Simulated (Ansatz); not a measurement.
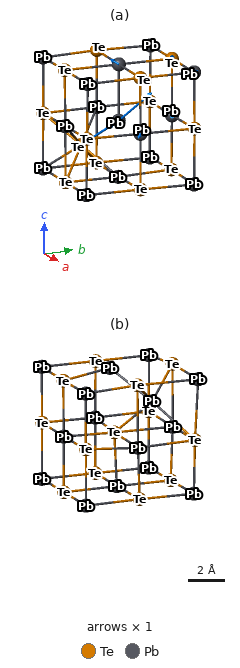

The structure of a defect cell of composition Te32Pb33 (cell charge +1) before (top) and after (bottom) a relaxation, at one scale. The blue arrows give the displacements, at their true length.

The picture is a ball-and-stick view of the atoms within 5.8 Å of the atom that moves most (axes of the cell of the calculation (origin shifted)), seen slightly off an axis.

Method: DFT, PBEsol, PAW, plane waves in Ansatz. Settings: plane-wave cutoff 420 eV; k-point mesh 1 × 1 × 1; mesh shifted by (0.25, 0.25, 0.25); collinear spin; atoms relaxed in a fixed cell; force threshold 0.03 eV/Å; at most 80 steps.

Q: What changed between the two?

A: The largest move is that of a Pb atom, 2.72 Å roughly along [1 1 1]. Largest moves by element: Pb 2.72 Å, Te 2.45 Å. The cell stays as it was. Near-neighbour distances that change, for instance: Pb–Te 2.816 → 5.358 Å, Pb–Te 5.318 → 3.535 Å, Pb–Te 5.283 → 3.535 Å, Te–Te 2.771 → 4.389 Å. New bonds form: Pb–Te (4.54 → 2.99 Å), Pb–Te (4.55 → 3.24 Å), Pb–Te (4.57 → 2.99 Å). Bonds break: Pb–Te (2.82 → 5.36 Å), Te–Te (2.77 → 4.39 Å), Te–Te (2.79 → 4.39 Å). Bond angles that change, for instance: Pb–Te–Pb 71.1° → 128.6°, Te–Pb–Pb 125.6° → 74.7°, Pb–Te–Pb 70.4° → 119.2°. The energy falls by 4.683 eV per cell of the calculation in 18 geometry steps. Largest force component: 1.7 eV/Å at the start, 0.022 eV/Å at the end.

Limits of the set-up: the cell is charged, on a uniform background, and energies carry no finite-size correction.
